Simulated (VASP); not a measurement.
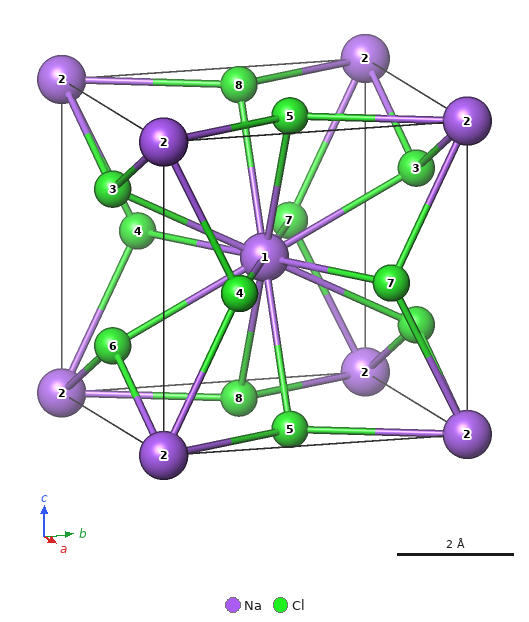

**Figure 1.** The input geometry (ball-and-stick view of the cell of the calculation, seen slightly off an axis; atoms are numbered from 1 in the order of the input). An atom can appear more than once, as a periodic image.

Geometry relaxation, with input and output: NaCl$_{3}$ (part 1 of 5)

- system: NaCl$_{3}$ (8 atoms in the cell)
- method: Kohn-Sham DFT of a periodic cell, PBEsol, VASP PAW PBE potentials, recommended, no spin polarisation (VASP 6.6.1)

The structure derives from a Materials Project entry.

OSZICAR:
```
N       E                     dE             d eps       ncg     rms          rms(c)
DAV:   1     0.583964402078E+03    0.58396E+03   -0.28250E+04  2406   0.184E+03
DAV:   2     0.479093326018E+02   -0.53606E+03   -0.52498E+03  2792   0.411E+02
DAV:   3    -0.176244232910E+02   -0.65534E+02   -0.64006E+02  2828   0.145E+02
DAV:   4    -0.202559774774E+02   -0.26316E+01   -0.26079E+01  2595   0.313E+01
DAV:   5    -0.203288548488E+02   -0.72877E-01   -0.72840E-01  2955   0.562E+00    0.915E+00
DAV:   6    -0.199618176036E+02    0.36704E+00   -0.38877E-01  2583   0.331E+00    0.550E+00
DAV:   7    -0.198646491363E+02    0.97168E-01   -0.34851E-01  2619   0.324E+00    0.843E-01
DAV:   8    -0.198659430427E+02   -0.12939E-02   -0.19603E-02  2681   0.948E-01    0.208E-01
DAV:   9    -0.198655595781E+02    0.38346E-03   -0.63820E-04  2955   0.188E-01    0.101E-01
DAV:  10    -0.198655227631E+02    0.36815E-04   -0.28026E-04  2873   0.118E-01    0.238E-02
DAV:  11    -0.198655227357E+02    0.27356E-07   -0.27755E-05  2979   0.331E-02    0.699E-03
DAV:  12    -0.198655219256E+02    0.81016E-06   -0.12055E-06  1635   0.930E-03
   1 F= 0.43362594E+02 E0= 0.43359619E+02  d E =0.433626E+02
       N       E                     dE             d eps       ncg     rms          rms(c)
DAV:   1    -0.350756725012E+03   -0.33089E+03   -0.16366E+04  2345   0.976E+02    0.787E+02
DAV:   2    -0.666701783378E+02    0.28409E+03   -0.10280E+03  3677   0.409E+02    0.173E+02
DAV:   3     0.717469921289E+02    0.13842E+03   -0.13644E+02  3390   0.120E+02    0.146E+02
DAV:   4     0.919972226746E+02    0.20250E+02   -0.99882E+00  3545   0.353E+01    0.105E+02
DAV:   5     0.108748912751E+03    0.16752E+02   -0.24040E+01  3394   0.638E+01    0.455E+01
DAV:   6     0.108677978201E+03   -0.70935E-01   -0.10018E+00  3410   0.823E+00    0.892E+00
DAV:   7     0.108694244759E+03    0.16267E-01   -0.85347E-02  3469   0.333E+00    0.382E+01
DAV:   8     0.108701043473E+03    0.67987E-02   -0.13546E-02  3565   0.173E+00    0.551E+00
DAV:   9     0.108700933769E+03   -0.10970E-03   -0.17664E-03  3456   0.339E-01    0.125E+00
DAV:  10     0.108700892484E+03   -0.41286E-04   -0.11383E-04  3540   0.201E-01    0.137E-01
DAV:  11     0.108700884952E+03   -0.75318E-05   -0.19959E-05  3548   0.601E-02    0.376E-01
DAV:  12     0.108700884273E+03   -0.67857E-06   -0.80485E-07  1656   0.224E-02
   2 F= 0.12259104E+03 E0= 0.12259093E+03  d E =0.792284E+02
       N       E                     dE             d eps       ncg     rms          rms(c)
DAV:   1    -0.161655092544E+03   -0.27036E+03   -0.68734E+03  2889   0.105E+03    0.121E+02
DAV:   2    -0.780362774748E+02    0.83619E+02   -0.66527E+02  2468   0.160E+02    0.778E+01
DAV:   3    -0.188743113561E+02    0.59162E+02   -0.21593E+02  2502   0.854E+01    0.808E+01
DAV:   4    -0.204529275012E+02   -0.15786E+01   -0.84638E+00  3266   0.174E+01    0.620E+01
DAV:   5    -0.173132792651E+02    0.31396E+01   -0.11006E+01  2401   0.164E+01    0.321E+01
DAV:   6    -0.173119601665E+02    0.13191E-02   -0.54672E-01  3250   0.478E+00    0.780E+00
DAV:   7    -0.172732218543E+02    0.38738E-01   -0.91611E-02  3326   0.194E+00    0.771E+00
DAV:   8    -0.172730053406E+02    0.21651E-03   -0.75717E-03  3408   0.726E-01    0.121E+00
DAV:   9    -0.172725203954E+02    0.48495E-03   -0.10426E-03  2694   0.231E-01    0.927E-01
DAV:  10    -0.172725157579E+02    0.46375E-05   -0.10786E-04  3142   0.987E-02    0.248E-01
DAV:  11    -0.172725097048E+02    0.60531E-05   -0.77640E-06  2458   0.310E-02    0.421E-02
DAV:  12    -0.172725091667E+02    0.53811E-06   -0.16793E-06  1564   0.122E-02
   3 F= 0.24851763E+02 E0= 0.24851387E+02  d E =-.185108E+02
       N       E                     dE             d eps       ncg     rms          rms(c)
DAV:   1    -0.170447694000E+02    0.22774E+00   -0.42916E+01  2782   0.536E+01    0.963E+00
DAV:   2    -0.158514156345E+02    0.11934E+01   -0.21113E+00  2878   0.103E+01    0.354E+00
DAV:   3    -0.155361421776E+02    0.31527E+00   -0.85159E-01  2742   0.567E+00    0.218E+00
DAV:   4    -0.155288464702E+02    0.72957E-02   -0.19863E-02  2949   0.886E-01    0.185E+00
DAV:   5    -0.155232502048E+02    0.55963E-02   -0.26038E-03  3277   0.475E-01    0.766E-02
DAV:   6    -0.155232293862E+02    0.20819E-04   -0.29632E-04  2870   0.138E-01    0.165E-02
DAV:   7    -0.155232274039E+02    0.19824E-05   -0.73650E-06  2500   0.222E-02    0.649E-03
DAV:   8    -0.155232270570E+02    0.34691E-06   -0.56256E-07  1484   0.635E-03
   4 F= 0.23431691E+02 E0= 0.23431481E+02  d E =-.199309E+02
       N       E                     dE             d eps       ncg     rms          rms(c)
DAV:   1    -0.147656971056E+02    0.75753E+00   -0.65605E+01  2767   0.681E+01    0.128E+01
DAV:   2    -0.129981551336E+02    0.17675E+01   -0.30851E+00  2936   0.137E+01    0.454E+00
DAV:   3    -0.125099503642E+02    0.48820E+00   -0.12238E+00  2781   0.713E+00    0.282E+00
DAV:   4    -0.124964971347E+02    0.13453E-01   -0.34908E-02  2980   0.116E+00    0.245E+00
DAV:   5    -0.124879002553E+02    0.85969E-02   -0.37866E-03  3384   0.643E-01    0.891E-02
DAV:   6    -0.124879017012E+02   -0.14459E-05   -0.51399E-04  2931   0.183E-01    0.152E-02
DAV:   7    -0.124878973135E+02    0.43877E-05   -0.10096E-05  2442   0.252E-02    0.468E-03
DAV:   8    -0.124878969146E+02    0.39888E-06   -0.97403E-07  1583   0.838E-03
   5 F= 0.22836038E+02 E0= 0.22835973E+02  d E =-.205266E+02
       N       E                     dE             d eps       ncg     rms          rms(c)
DAV:   1    -0.129831239052E+02   -0.49523E+00   -0.11244E+00  2888   0.971E+00    0.157E+00
DAV:   2    -0.129538189466E+02    0.29305E-01   -0.50281E-02  2850   0.175E+00    0.590E-01
DAV:   3    -0.129455346716E+02    0.82843E-02   -0.21987E-02  2866   0.983E-01    0.430E-01
DAV:   4    -0.129453817864E+02    0.15289E-03   -0.48604E-04  2852   0.140E-01    0.404E-01
DAV:   5    -0.129451759161E+02    0.20587E-03   -0.56918E-05  3371   0.802E-02    0.261E-02
DAV:   6    -0.129451714173E+02    0.44989E-05   -0.14396E-05  2717   0.308E-02    0.210E-02
DAV:   7    -0.129451717635E+02   -0.34621E-06   -0.23310E-07  1347   0.427E-03
   6 F= 0.22834635E+02 E0= 0.22834554E+02  d E =-.205280E+02
       N       E                     dE             d eps       ncg     rms          rms(c)
DAV:   1    -0.129389043496E+02    0.62671E-02   -0.21837E-04  2893   0.134E-01    0.208E-02
DAV:   2    -0.129388980621E+02    0.62875E-05   -0.97538E-06  2639   0.245E-02    0.822E-03
DAV:   3    -0.129388963672E+02    0.16950E-05   -0.42673E-06  2048   0.138E-02    0.541E-03
DAV:   4    -0.129388965063E+02   -0.13909E-06   -0.14195E-07  1215   0.257E-03
   7 F= 0.22834485E+02 E0= 0.22834404E+02  d E =-.150803E-03
       N       E                     dE             d eps       ncg     rms          rms(c)
DAV:   1    -0.129201147508E+02    0.18782E-01   -0.19823E-03  2872   0.404E-01    0.665E-02
DAV:   2    -0.129200614814E+02    0.53269E-04   -0.88653E-05  2901   0.737E-02    0.248E-02
DAV:   3    -0.129200468121E+02    0.14669E-04   -0.38601E-05  2846   0.412E-02    0.178E-02
DAV:   4    -0.129200470055E+02   -0.19337E-06   -0.72561E-07  1299   0.600E-03
   8 F= 0.22834061E+02 E0= 0.22833980E+02  d E =-.574864E-03
       N       E                     dE             d eps       ncg     rms          rms(c)
DAV:   1    -0.129198945223E+02    0.15229E-03   -0.44189E-07  1213   0.769E-03    0.161E-03
DAV:   2    -0.129198946167E+02   -0.94402E-07   -0.75530E-08  1198   0.360E-03
   9 F= 0.22834056E+02 E0= 0.22833976E+02  d E =-.460059E-05
       N       E                     dE             d eps       ncg     rms          rms(c)
DAV:   1    -0.129194336022E+02    0.46092E-03   -0.11433E-06  1197   0.101E-02    0.196E-03
DAV:   2    -0.129194335909E+02    0.11360E-07   -0.13748E-07  1197   0.470E-03
  10 F= 0.22834046E+02 E0= 0.22833966E+02  d E =-.145403E-04
       N       E                     dE             d eps       ncg     rms          rms(c)
DAV:   1    -0.129185113216E+02    0.92228E-03   -0.37230E-06  1477   0.195E-02    0.345E-03
DAV:   2    -0.129185112658E+02    0.55803E-07   -0.48379E-07  1197   0.881E-03
  11 F= 0.22834026E+02 E0= 0.22833946E+02  d E =-.341337E-04
       N       E                     dE             d eps       ncg     rms          rms(c)
DAV:   1    -0.129166669369E+02    0.18444E-02   -0.17807E-05  3125   0.390E-02    0.674E-03
DAV:   2    -0.129166662653E+02    0.67157E-06   -0.77708E-07  1201   0.705E-03
  12 F= 0.22833988E+02 E0= 0.22833907E+02  d E =-.729207E-04
       N       E                     dE             d eps       ncg     rms          rms(c)
DAV:   1    -0.129129776878E+02    0.36892E-02   -0.64487E-05  2927   0.764E-02    0.132E-02
DAV:   2    -0.129129755026E+02    0.21852E-05   -0.28751E-06  1564   0.142E-02    0.567E-03
DAV:   3    -0.129129749996E+02    0.50292E-06   -0.24606E-06  1393   0.946E-03
  13 F= 0.22833912E+02 E0= 0.22833831E+02  d E =-.149032E-03
       N       E                     dE             d eps       ncg     rms          rms(c)
DAV:   1    -0.129055990385E+02    0.73765E-02   -0.29963E-04  2848   0.157E-01    0.265E-02
DAV:   2    -0.129055908366E+02    0.82019E-05   -0.13171E-05  2926   0.288E-02    0.102E-02
DAV:   3    -0.129055886960E+02    0.21406E-05   -0.58463E-06  2354   0.163E-02    0.785E-03
DAV:   4    -0.129055888484E+02   -0.15240E-06   -0.13011E-07  1194   0.260E-03
  14 F= 0.22833764E+02 E0= 0.22833684E+02  d E =-.296839E-03
       N       E                     dE             d eps       ncg     rms          rms(c)
DAV:   1    -0.128908409506E+02    0.14748E-01   -0.12147E-03  2863   0.317E-01    0.520E-02
DAV:   2    -0.128908083246E+02    0.32626E-04   -0.54040E-05  2933   0.580E-02    0.194E-02
DAV:   3    -0.128907993841E+02    0.89405E-05   -0.23421E-05  2880   0.323E-02    0.140E-02
DAV:   4    -0.128907995822E+02   -0.19814E-06   -0.44621E-07  1241   0.474E-03
  15 F= 0.22833488E+02 E0= 0.22833409E+02  d E =-.572315E-03
       N       E                     dE             d eps       ncg     rms          rms(c)
DAV:   1    -0.128613185135E+02    0.29481E-01   -0.48588E-03  2862   0.633E-01    0.104E-01
DAV:   2    -0.128611897191E+02    0.12879E-03   -0.21654E-04  2897   0.116E-01    0.388E-02
DAV:   3    -0.128611538988E+02    0.35820E-04   -0.93831E-05  2862   0.645E-02    0.280E-02
DAV:   4    -0.128611539673E+02   -0.68531E-07   -0.19826E-06  1942   0.945E-03
  16 F= 0.22833017E+02 E0= 0.22832939E+02  d E =-.104348E-02
       N       E                     dE             d eps       ncg     rms          rms(c)
DAV:   1    -0.128022477211E+02    0.58906E-01   -0.19379E-02  2845   0.126E+00    0.208E-01
DAV:   2    -0.128017386410E+02    0.50908E-03   -0.86486E-04  2873   0.230E-01    0.776E-02
DAV:   3    -0.128015956316E+02    0.14301E-03   -0.37435E-04  2868   0.128E-01    0.559E-02
DAV:   4    -0.128015944806E+02    0.11511E-05   -0.86804E-06  2773   0.187E-02    0.522E-02
DAV:   5    -0.128015968087E+02   -0.23281E-05   -0.68543E-07  1293   0.108E-02    0.421E-03
DAV:   6    -0.128015970167E+02   -0.20799E-06   -0.46451E-07  1226   0.759E-03
  17 F= 0.22832391E+02 E0= 0.22832315E+02  d E =-.166931E-02
       N       E                     dE             d eps       ncg     rms          rms(c)
DAV:   1    -0.126840271913E+02    0.11757E+00   -0.77879E-02  2844   0.253E+00    0.417E-01
DAV:   2    -0.126819802172E+02    0.20470E-02   -0.35001E-03  2849   0.463E-01    0.155E-01
DAV:   3    -0.126814034423E+02    0.57677E-03   -0.15047E-03  2867   0.257E-01    0.111E-01
DAV:   4    -0.126813955133E+02    0.79290E-05   -0.34808E-05  2877   0.372E-02    0.103E-01
DAV:   5    -0.126813944723E+02    0.10410E-05   -0.38542E-06  2673   0.214E-02    0.849E-03
DAV:   6    -0.126813948217E+02   -0.34945E-06   -0.97822E-07  1273   0.908E-03
  18 F= 0.22832431E+02 E0= 0.22832359E+02  d E =-.162965E-02
       N       E                     dE             d eps       ncg     rms          rms(c)
DAV:   1    -0.127452296862E+02   -0.63835E-01   -0.21374E-02  2860   0.133E+00    0.217E-01
DAV:   2    -0.127446753160E+02    0.55437E-03   -0.95787E-04  2832   0.244E-01    0.813E-02
DAV:   3    -0.127445175042E+02    0.15781E-03   -0.41351E-04  2864   0.135E-01    0.583E-02
DAV:   4    -0.127445129765E+02    0.45277E-05   -0.94325E-06  2749   0.193E-02    0.545E-02
DAV:   5    -0.127445043207E+02    0.86558E-05   -0.74662E-07  1302   0.111E-02    0.425E-03
DAV:   6    -0.127445040837E+02    0.23697E-06   -0.49781E-07  1185   0.783E-03
  19 F= 0.22832196E+02 E0= 0.22832122E+02  d E =-.186497E-02
```

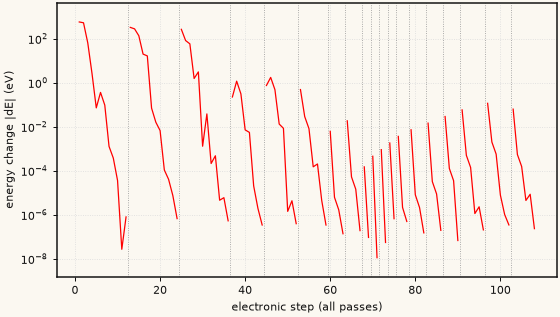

**Figure 2.** Convergence of the self-consistent field: energy change |dE| against the electronic step. Each stretch between dotted lines is the SCF of one geometry step of a relaxation. The 19 ionic steps take 2 to 12 electronic steps each. The density is held fixed in the first few steps, and dE rises again when its update begins.

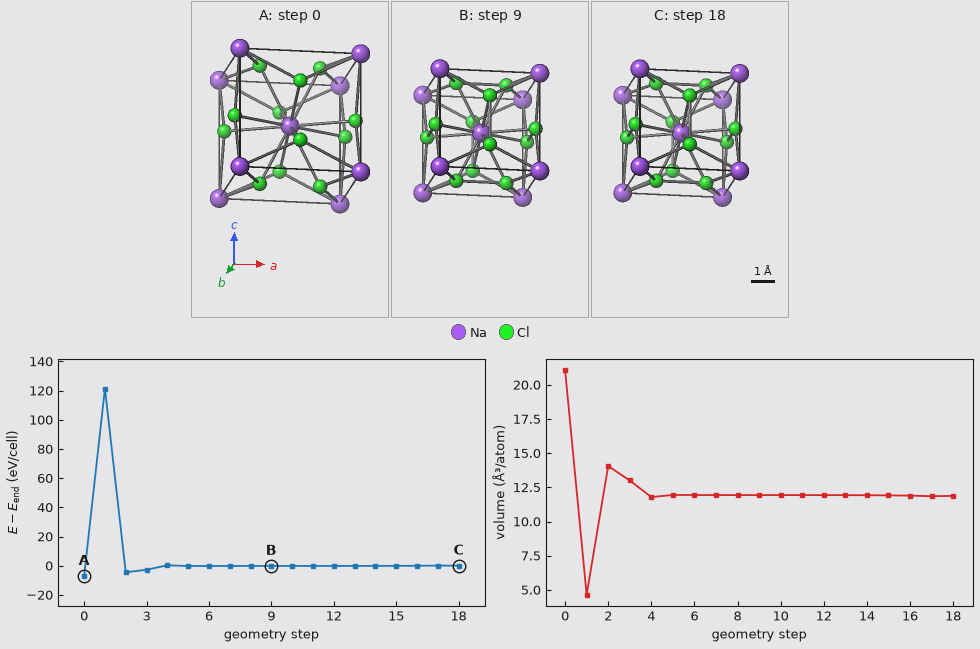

**Figure 3.** Frames of the relaxation (ball-and-stick view of the cell of the calculation, seen at an oblique angle) above the curves, on which the letters mark them (steps are counted from 0).

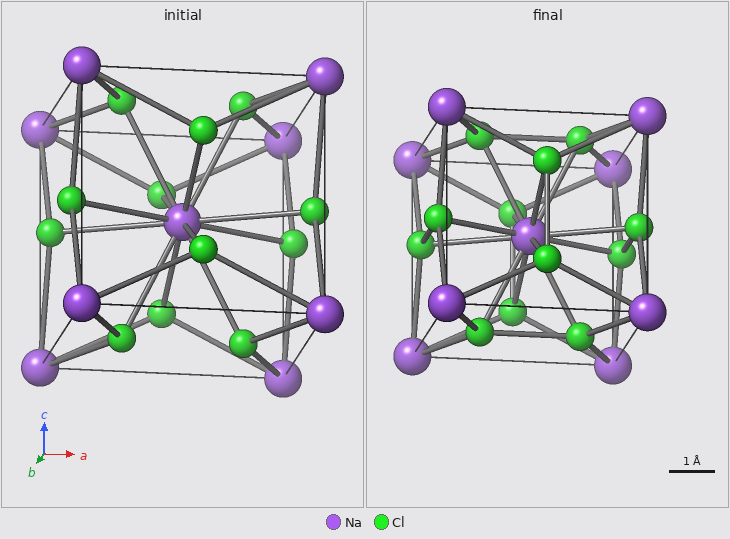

**Figure 4.** Before (left) and after (right) the relaxation, at one scale (ball-and-stick view of the cell of the calculation, seen at an oblique angle). The energy rises by 7.121 eV per cell of the calculation in 18 geometry steps. All forces vanish by symmetry, so only the cell relaxes. The atoms keep their places relative to the cell (all moves are under 0.005 Å). The drawn cell changes as follows: a = b = c 5.527 → 4.563 Å (−17.4 %); the volume changes by −43.7 %. Among the contacts that change: Na1–Cl3 3.090 → 2.551 Å, Cl3–Cl6 2.764 → 2.281 Å. The space group stays Pm-3n (No. 223). (Atoms are counted from 1 in the order of the input.)

Parts of OUTCAR:
```
SYSTEM = NaCl3
   PREC = Accurate
   ENCUT = 600
   EDIFF = 1E-6
   ISMEAR = 1
   LREAL = .FALSE.
   LASPH = .TRUE.
   NELM = 80
   ISIF = 3
   GGA = PS
   IBRION = 2
   NSW = 90
   EDIFFG = -0.01
   PSTRESS = 600.0

 ion  position               nearest neighbor table
   1  0.500  0.500  0.500-
   2  0.000  0.000  0.000-
   3  0.500  0.000  0.750-
   4  0.000  0.250  0.500-
   5  0.750  0.500  0.000-
   6  0.500  0.000  0.250-
   7  0.000  0.750  0.500-
   8  0.250  0.500  0.000-

  LATTYP: Found a simple cubic cell.
 ALAT       =     5.5270050000

  Lattice vectors:

 A1 = (   5.5270050000,   0.0000000000,   0.0000000000)
 A2 = (   0.0000000000,   5.5270050000,   0.0000000000)
 A3 = (   0.0000000000,   0.0000000000,   5.5270050000)

Analysis of symmetry for initial positions (statically):
=====================================================================
 Subroutine PRICEL returns:
 Original cell was already a primitive cell.

 Routine SETGRP: Setting up the symmetry group for a
 simple cubic supercell.

 Subroutine GETGRP returns: Found 48 space group operations
 (whereof 24 operations were pure point group operations)
 out of a pool of 48 trial point group operations.

The static configuration has the point symmetry T_h .
 The point group associated with its full space group is O_h .

Analysis of symmetry for dynamics (positions and initial velocities):
=====================================================================
 Subroutine PRICEL returns:
 Original cell was already a primitive cell.

 Routine SETGRP: Setting up the symmetry group for a
 simple cubic supercell.

 Subroutine GETGRP returns: Found 48 space group operations
 (whereof 24 operations were pure point group operations)
 out of a pool of 48 trial point group operations.

The dynamic configuration has the point symmetry T_h .
 The point group associated with its full space group is O_h .

 Subroutine INISYM returns: Found 48 space group operations
 (whereof 24 operations are pure point group operations),
 and found     1 'primitive' translations

----------------------------------------------------------------------------------------

                                     Primitive cell

  volume of cell :     168.8378

  direct lattice vectors                    reciprocal lattice vectors
     5.527005000  0.000000000  0.000000000     0.180929816  0.000000000  0.000000000
     0.000000000  5.527005000  0.000000000     0.000000000  0.180929816  0.000000000
     0.000000000  0.000000000  5.527005000     0.000000000  0.000000000  0.180929816

  length of vectors
     5.527005000  5.527005000  5.527005000     0.180929816  0.180929816  0.180929816

  position of ions in fractional coordinates (direct lattice)
     0.500000000  0.500000000  0.500000000
     0.000000000  0.000000000  0.000000000
     0.500000000  0.000000000  0.750000000
     0.000000000  0.250000000  0.500000000
     0.750000000  0.500000000  0.000000000
     0.500000000  0.000000000  0.250000000
     0.000000000  0.750000000  0.500000000
     0.250000000  0.500000000  0.000000000

  ion indices of the primitive-cell ions
   primitive index   ion index
                 1           1
                 2           2
                 3           3
                 4           4
                 5           5
                 6           6
                 7           7
                 8           8

----------------------------------------------------------------------------------------

 KPOINTS: Automatic mesh

Automatic generation of k-mesh.
 Grid dimensions read from file:
 generate k-points for:    8    8    8

 Generating k-lattice:

  Cartesian coordinates                     Fractional coordinates (reciprocal lattice)
     0.022616227  0.000000000  0.000000000     0.125000000  0.000000000  0.000000000
     0.000000000  0.022616227  0.000000000     0.000000000  0.125000000  0.000000000
     0.000000000  0.000000000  0.022616227     0.000000000  0.000000000  0.125000000

  Length of vectors
     0.022616227  0.022616227  0.022616227

  Shift w.r.t. Gamma in fractional coordinates (k-lattice)
     0.000000000  0.000000000  0.000000000

 Subroutine IBZKPT returns following result:
 ===========================================
```
